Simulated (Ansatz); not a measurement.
Ru: geometry relaxation (part 2 of 2)

Continued. System: Ru (P6₃/mmc, 2 atoms in the cell). Method: DFT PBE, scalar-relativistic, plane waves, PAW, no spin polarisation (Ansatz 0.2.0); cutoff 420 eV, 18×18×10 k-mesh, Gaussian smearing of 0.1 eV. The structure derives from a Materials Project entry. It belongs to a series of runs on one base structure; here: relaxed at -3 GPa.

Geometry of the input (Å; fractional positions):
```
2.7457  0.0000  0.0000
-1.3729  2.3779  0.0000
0.0000  0.0000  4.3374
Ru 0.3333  0.6667  0.2500
Ru 0.6667  0.3333  0.7500
```

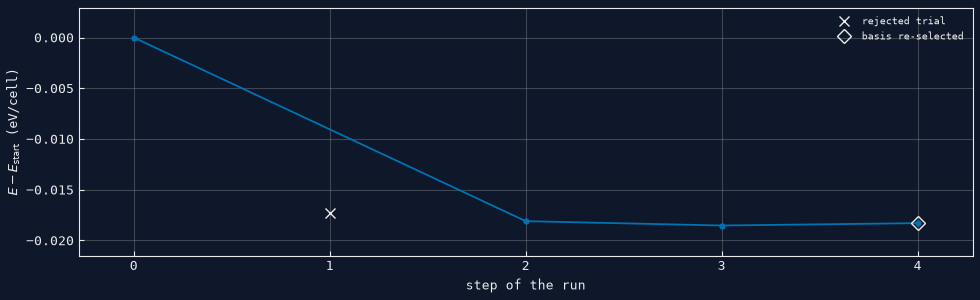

*Progress of the relaxation, step by step (the first geometry is step 0 here and step 1 in the log).*

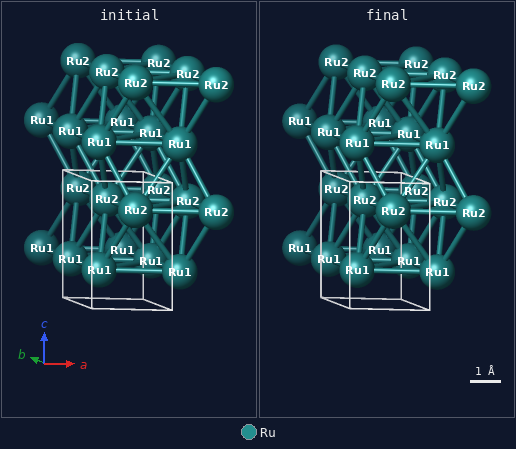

*Before (left) and after (right) the relaxation, at one scale (ball-and-stick view of the cell of the calculation, repeated 2 × 3 × 2, seen slightly off an axis).*

The energy falls by 18.5 meV per cell of the calculation in 3 geometry steps. All forces vanish by symmetry, so only the cell relaxes. Pressure: −8.24 GPa at the start and −2.99 GPa at the end. The line search rejected the trial step at point 1 (counted from 0) and went back. The atoms keep their places relative to the cell (all moves are under 0.005 Å). Cell: a = b 2.746 → 2.730 Å (−0.6 %), c 4.337 → 4.309 Å (−0.7 %). Volume −1.8 %. Distances before and after: Ru1–Ru2 2.686 → 2.669 Å, Ru1–Ru1 2.746 → 2.730 Å. The space group stays P6_3/mmc (No. 194). A last SCF at the same geometry on a re-selected plane-wave basis shifts the energy by +0.2 meV per cell of the calculation. (Atoms are counted from 1 in the order of the input.)

```
basis re-selected at this cell: Δ(F+E_penalty+E_count) = +2.332e-4 eV, ΔP = +0.013 GPa vs the last step (what re-selecting the basis moved, of the pressure what is left beyond the Pulay correction that the steps carried, after the strain that the cell walked since its last selection, with what the two solves' SCF thresholds leave and, on support functions, any second-order correction that the steps lacked; it is no measure of the basis error at this ecutwfc). This SCF's stress stands 7.52e-2 GPa from its target on what of the cell is left free (relax.cell.stress_tol is 8.00e-2 GPa) and its largest allowed force component is 4.39e-17 eV/Å (relax.f_tol is 8.00e-3 eV/Å): within both
SCF converged after 6 iterations
Free energy (F): -11757.377768 eV
Harris-Foulkes:  -11757.377768 eV  (|F-HF|=0.00e0)
Internal energy: -11757.368314 eV  (E = F + TS)
E sigma→0 (E₀):  -11757.373041 eV
Entropy (-TS):   -0.009454 eV (-4.727 meV/atom)
Fermi energy:    22.845415 eV
--- Per-component energies (eV) ---
  E_band       = -125.365303
  E_kinetic    = 1026.914780
  E_local      = -2564.745952  (includes V_loc(G=0)·N_el)
  E_nonlocal   = 685.773100
  E_hartree    = 823.827869
  E_xc         = -380.711146
  E_vxc        = -477.933733  (∫ρ·V_xc dr)
  E_paw        = -6921.257385  (= ΣΔE_a)
  E_vpaw       = -443.028861  (= ΣTr[D̂ρ^β])
  E_aug_tail   = -0.000372  (compensation charges beyond the density's cutoff)
  E_ewald      = -4427.169207
  E_smearing   = -0.009454  (= −TS)
  E_closure    = -0.000000  (closes the sum)
  Σ components = -11757.377768   (vs F -11757.377768, Δ=0.00e0)
--- Forces (eV/Å), atoms counted from 1 ---
  atom   1  Ru     0.00000000    -0.00000000    -0.00000000
  atom   2  Ru    -0.00000000     0.00000000     0.00000000
  max |Σ_I F_I| component: 2.31e-17 eV/Å
--- Stress (GPa, compression-positive) ---
       -3.021013       0.000000       0.000000
       -0.000000      -3.021013      -0.000000
        0.000000      -0.000000      -2.924751
  P = ⅓ Tr σ = -2.9889 GPa (-29.889 kbar)
--- Band table (eV; the first three rows and the last of 222) ---
  k-point 0: bands = ["-50.2342", "-50.0465", "-20.6853", "-19.8190", "-19.8190", "-19.6585", "-19.6585", "-19.6185", "15.0050", "16.8310", "20.3448", "20.3448", "20.5367", "21.0062", "21.0062", "21.4906", "21.4906", "23.9944", "23.9944", "24.1436"]
  k-point 1: bands = ["-50.2296", "-50.0511", "-20.6603", "-19.8151", "-19.8151", "-19.6625", "-19.6625", "-19.6459", "15.1151", "16.8667", "20.2757", "20.2757", "20.4819", "20.9409", "20.9409", "21.6453", "21.6453", "23.7665", "24.0011", "24.0011"]
  k-point 2: bands = ["-50.2165", "-50.0646", "-20.5875", "-19.8038", "-19.8038", "-19.7248", "-19.6740", "-19.6740", "15.4334", "16.9620", "20.1552", "20.1552", "20.3355", "20.7706", "20.7706", "22.0142", "22.0142", "22.8547", "23.9924", "23.9924"]
  k-point 221: bands = ["-50.0338", "-50.0338", "-20.4595", "-20.4595", "-20.2119", "-20.2119", "-19.8012", "-19.8012", "18.3066", "18.3066", "18.8721", "18.8721", "20.2150", "20.2150", "21.7139", "21.7139", "24.0316", "24.0316", "31.0762", "31.0762"]
--- Relaxed structure (4 steps of the walk, 3 accepted, 1 SCFs on fresh bases) ---
  F+E_penalty+E_count = -11757.37776818 eV   max|allowed force component| = 4.395e-17 eV/Å   (the final SCF, on the basis selected at the relaxed cell)
  cell:  # Å, volume = 27.8018 Å³
    - [2.7295425065214225, -2.8697262167445746e-11, 6.66741422919447e-30]
    - [-1.3647712532358585, 2.363853151371352, -5.491325611311431e-19]
    - [1.4616549793630873e-33, -1.0016600795339209e-18, 4.308859387110925]
  atoms:
    - { symbol: Ru, position: [0.33333333333333326, 0.6666666666666666, 0.25] }
    - { symbol: Ru, position: [0.6666666666666667, 0.33333333333333337, 0.75] }
```

Trajectory as extended XYZ (Å, eV, eV/Å), 5 frames, from step=1 to step=5:
```
2
Lattice="2.7457 0.0000 0.0000 -1.3729 2.3779 0.0000 0.0000 0.0000 4.3374" Properties=species:S:1:pos:R:3:forces:R:3 step=1 energy=-11757.35948 pressure_GPa=-8.24
Ru    0.0000    1.5852    1.0844    0.0000   0.0000   0.0000
Ru    1.3729    0.7926    3.2531    0.0000   0.0000   0.0000
2
Lattice="2.7079 0.0000 0.0000 -1.3540 2.3451 0.0000 0.0000 0.0000 4.2820" Properties=species:S:1:pos:R:3:forces:R:3 step=2 energy=-11757.37679 pressure_GPa=3.92 accepted=F
Ru    0.0000    1.5634    1.0705    0.0000   0.0000   0.0000
Ru    1.3540    0.7817    3.2115    0.0000   0.0000   0.0000
2
Lattice="2.7300 0.0000 0.0000 -1.3650 2.3642 0.0000 0.0000 0.0000 4.3109" Properties=species:S:1:pos:R:3:forces:R:3 step=3 energy=-11757.37757 pressure_GPa=-3.24
Ru    0.0000    1.5761    1.0777    0.0000   0.0000   0.0000
Ru    1.3650    0.7881    3.2332    0.0000   0.0000   0.0000
2
Lattice="2.7295 0.0000 0.0000 -1.3648 2.3639 0.0000 0.0000 0.0000 4.3089" Properties=species:S:1:pos:R:3:forces:R:3 step=4 energy=-11757.37800 pressure_GPa=-3.00
Ru    0.0000    1.5759    1.0772    0.0000   0.0000   0.0000
Ru    1.3648    0.7880    3.2316    0.0000   0.0000   0.0000
2
Lattice="2.7295 0.0000 0.0000 -1.3648 2.3639 0.0000 0.0000 0.0000 4.3089" Properties=species:S:1:pos:R:3:forces:R:3 step=5 energy=-11757.37777 pressure_GPa=-2.99
Ru    0.0000    1.5759    1.0772    0.0000   0.0000   0.0000
Ru    1.3648    0.7880    3.2316    0.0000   0.0000   0.0000
```

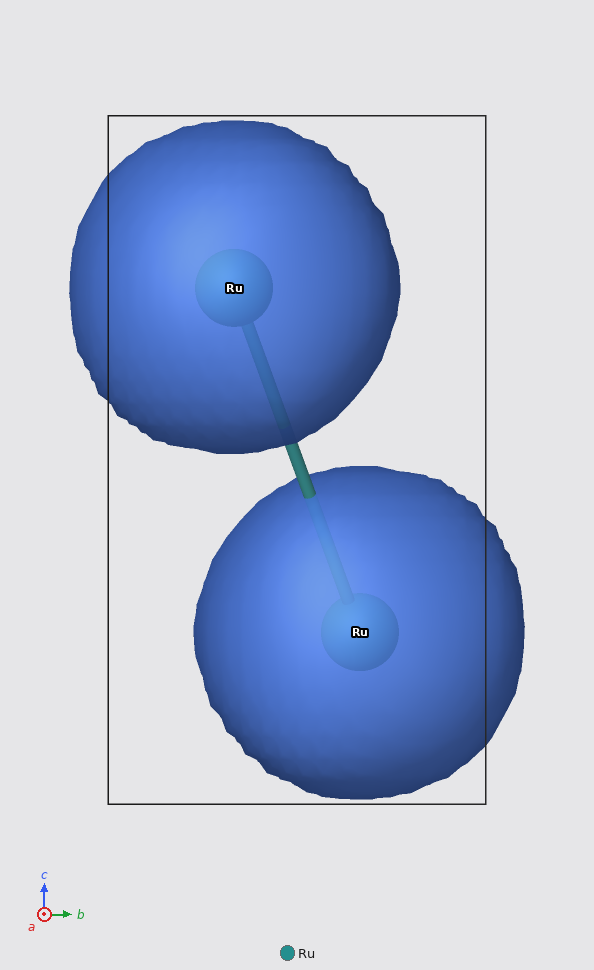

*Isosurface of the valence pseudo-density at 0.6 e/Å³ (blue), seen along the a axis. Sticks mark near contacts. The outline is the cell set on symmetry axes.*

At this value the density breaks into separate islands; it holds about 80 % of the electrons treated as valence (semicore included). It is pinched off along the Ru–Ru (2.67 Å) and Ru–Ru (2.73 Å) contacts. On the grid the lowest density along these lines, outside the cores, is 0.41 e/Å³ (Ru–Ru, 2.67 Å) and 0.37 e/Å³ (Ru–Ru, 2.73 Å). Core electrons are frozen (PAW), so the fields are smoothed inside the atomic spheres.

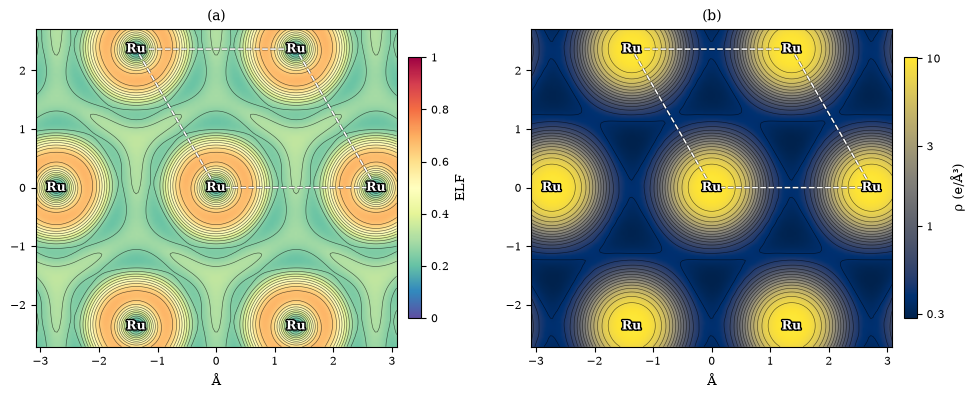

*(a) electron localisation function; (b) valence pseudo-density on the (001) plane of the conventional cell.*

Ru–Ru (2.73 Å): the density is about 0.37 e/Å³ at the midpoint; the ELF is about 0.30 at the midpoint (no shared electron pair). Away from the nuclei the density in this plane falls to 0.28 e/Å³ at its lowest. The strong features right at Ru lie inside the PAW spheres (semicore, d or f shells) and say nothing about bonding.
